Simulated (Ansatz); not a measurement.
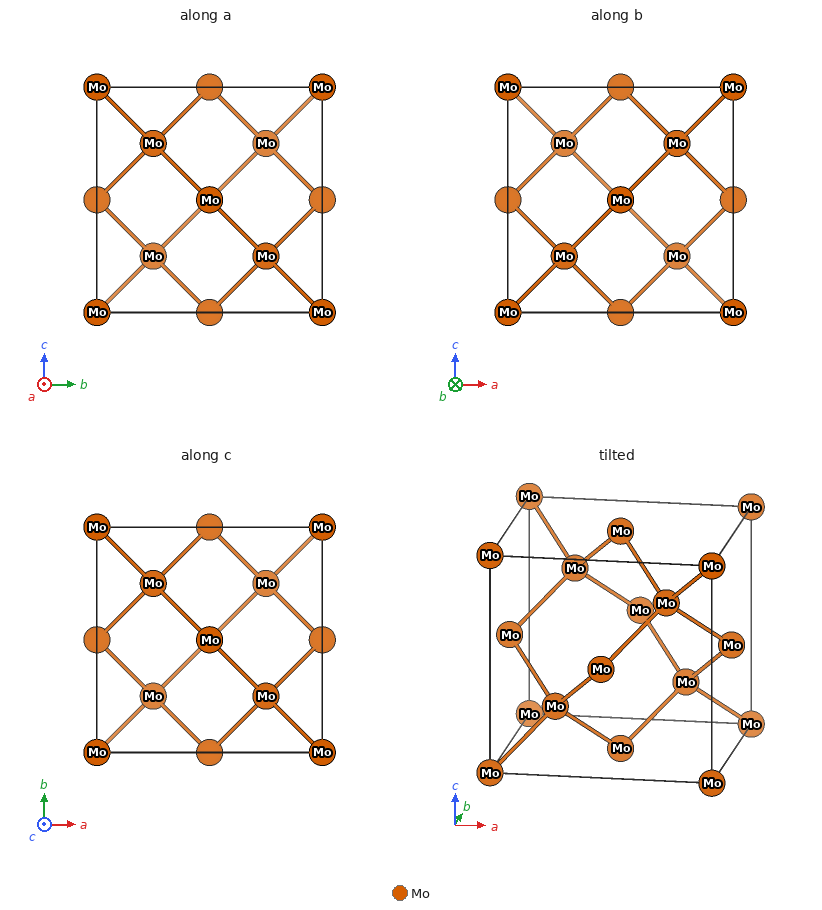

We look at a ball-and-stick model of the crystal along the a axis, along the b axis, along the c axis and slightly off an axis. The edges of the conventional unit cell are marked.

Lattice parameters: a = 5.7289 Å, b = 5.7289 Å, c = 5.7289 Å, α = 90.000°, β = 90.000°, γ = 90.000°.

Question: Turn the picture into a CIF in P1 with every atom of the cell.

Answer:
```cif
data_structure
_symmetry_space_group_name_H-M 'P 1'
_symmetry_Int_Tables_number 1
_cell_length_a 5.7289
_cell_length_b 5.7289
_cell_length_c 5.7289
_cell_angle_alpha 90.000
_cell_angle_beta 90.000
_cell_angle_gamma 90.000
_cell_volume 188.03
loop_
_atom_site_label
_atom_site_type_symbol
_atom_site_fract_x
_atom_site_fract_y
_atom_site_fract_z
_atom_site_occupancy
Mo1 Mo 0.7500 0.7500 0.2500 1
Mo2 Mo 0.0000 0.5000 0.5000 1
Mo3 Mo 0.7500 0.2500 0.7500 1
Mo4 Mo 0.0000 0.0000 0.0000 1
Mo5 Mo 0.2500 0.7500 0.7500 1
Mo6 Mo 0.5000 0.5000 0.0000 1
Mo7 Mo 0.2500 0.2500 0.2500 1
Mo8 Mo 0.5000 0.0000 0.5000 1
```

The initial geometry was a structure type filled with this element by a generator (whether the element takes this form wasn't checked). A relaxation with DFT, RPBE, plane waves (420 eV) with PAW, scalar-relativistic in Ansatz gave the geometry drawn.
